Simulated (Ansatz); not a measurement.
Consider SnO₂.

The calculation's input:

```
crystal:
  lattice:
    - [4.73735, 0.0473735, 0.0473735]
    - [0.0473735, 4.73735, 0.0473735]
    - [0.031864, 0.031864, 3.1864]
  atoms:
    - { symbol: Sn, position: [0.0, 0.0, 0.0] }
    - { symbol: Sn, position: [0.5, 0.5, 0.5] }
    - { symbol: O, position: [0.30562, 0.30562, 0.0] }
    - { symbol: O, position: [0.19438, 0.80562, 0.5] }
    - { symbol: O, position: [0.69438, 0.69438, 0.0] }
    - { symbol: O, position: [0.80562, 0.19438, 0.5] }
kpoints:
  mp_grid: { grid: [4, 4, 6] }
scf:
  occupations: { method: fermi_dirac, width: 0.03 }
hamiltonian:
  xc: pbe
  pseudopotentials: { kind: paw }
output:
  forces: true
  stress: true
  eigenvalues: true
  efg: { contact_densities: true }
  write_density: true
  write_potential: true
  elf: true
  volumetric_format: npy
```

Launched as:

```sh
ansatz run input.yaml --threads 2 --pin off --max-ram 6144MiB --backend cpu --events-out ev --progress --plain --runs-dir out
```

Below, planes, directions and counts refer to the conventional cell (a = 6.77 Å, b = 6.63 Å, c = 3.19 Å, α = 90.00°, β = 91.61°, γ = 90.00°).

Space group C2/m; changed on purpose from its base cell (equal xy, yz and zx shear strains of +2 %, PAW files); computed pressure about 11 GPa in this cell.

These are results of Ansatz, DFT, PBE, PAW with Ansatz's default frozen-core files, scalar-relativistic, not measurements.

Question: Predict the valence pseudo-density and electron localisation function between the atoms.

Answer: Sn–O (2.04 Å): ρ is about 0.7 e/Å³ halfway; the ELF peaks at about 0.80 in the valence shell of O, 0.6 Å from its nucleus, and is about 0.25 at the midpoint (no localised pair shows between them).
Sn–O (2.07 Å): the density is about 0.65 e/Å³ at the midpoint; the ELF peaks at about 0.80 in the valence shell of O, 0.6 Å from its nucleus, and is about 0.25 at the midpoint (no localised pair shows between them).

Question: Does the calculation make it a metal, or give it a gap?

Answer: It is gapped, with a Kohn–Sham gap of 1.3 eV on the k-point mesh, an upper bound to the gap of this method.

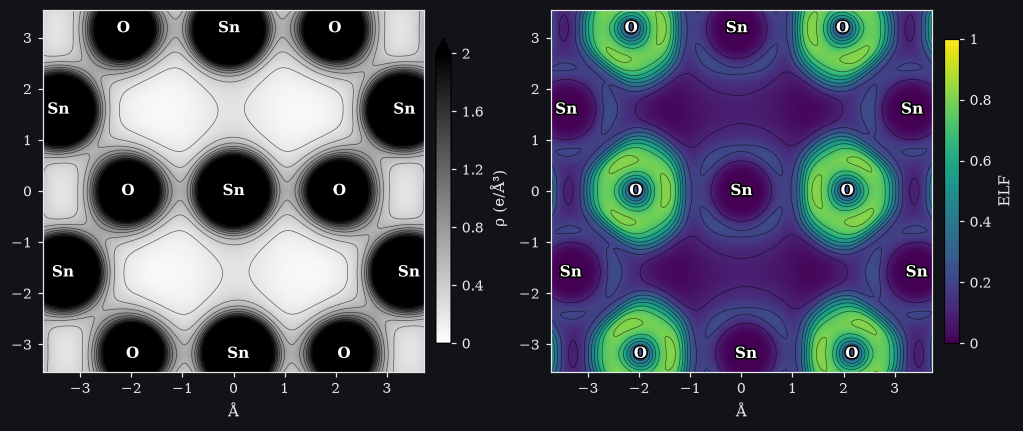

Computed valence pseudo-density and electron localisation function on the (010) plane of the conventional cell, in this order. 

In a PAW calculation such maps are meaningful between the atoms, not at the nuclei.
